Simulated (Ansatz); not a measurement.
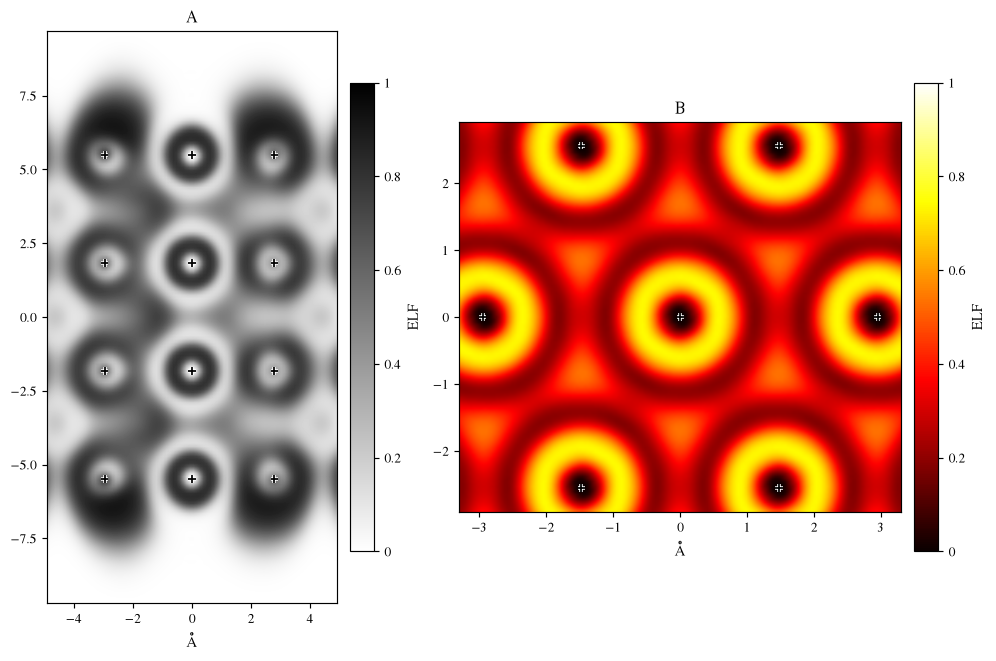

The electron localisation function of 2 systems, each on a plane through atoms (crosses mark nuclei in the plane).

These are results of DFT PBEsol, scalar-relativistic, plane waves, PAW (Ansatz), not measurements.

System 1: Ta, the (100) plane of the calculation cell. Space group Fm-3m.

System 2: ZrSi2 (slab), the (110) plane of the calculation cell, a cut from vacuum to vacuum. Not relaxed (largest force 1.3 eV/Å).

```yaml
crystal:
  lattice:
    - [3.67426, 0.00000, 0.00000]
    - [-1.83713, 7.28295, 0.00000]
    - [0.00000, 0.00000, 25.97030]
  atoms:
    - { symbol: Zr, position: [0.89528, 0.79057, 0.28879] }
    - { symbol: Si, position: [0.55396, 0.10792, 0.28879] }
    - { symbol: Si, position: [0.25023, 0.50046, 0.28879] }
    - { symbol: Zr, position: [0.10472, 0.20943, 0.35919] }
    - { symbol: Si, position: [0.44604, 0.89208, 0.35919] }
    - { symbol: Si, position: [0.74977, 0.49954, 0.35919] }
    - { symbol: Zr, position: [0.89528, 0.79057, 0.42960] }
    - { symbol: Si, position: [0.55396, 0.10792, 0.42960] }
    - { symbol: Si, position: [0.25023, 0.50046, 0.42960] }
    - { symbol: Zr, position: [0.10472, 0.20943, 0.50000] }
    - { symbol: Si, position: [0.44604, 0.89208, 0.50000] }
    - { symbol: Si, position: [0.74977, 0.49954, 0.50000] }
    - { symbol: Zr, position: [0.89528, 0.79057, 0.57040] }
    - { symbol: Si, position: [0.55396, 0.10792, 0.57040] }
    - { symbol: Si, position: [0.25023, 0.50046, 0.57040] }
    - { symbol: Zr, position: [0.10472, 0.20943, 0.64081] }
    - { symbol: Si, position: [0.44604, 0.89208, 0.64081] }
    - { symbol: Si, position: [0.74977, 0.49954, 0.64081] }
    - { symbol: Zr, position: [0.89528, 0.79057, 0.71121] }
    - { symbol: Si, position: [0.55396, 0.10792, 0.71121] }
    - { symbol: Si, position: [0.25023, 0.50046, 0.71121] }
```

Match each panel to its system.

Answer. Panel A is system 2, ZrSi2: the plane holds Zr and Si. Zr–Si (2.80 Å): the ELF peaks at about 0.80 in the valence shell of Si, 0.9 Å from its nucleus, and is about 0.40 at the midpoint. Panel B is system 1, Ta: the plane holds Ta. Ta–Ta (2.95 Å): the ELF is about 0.30 at the midpoint: no localised pair shows between them.
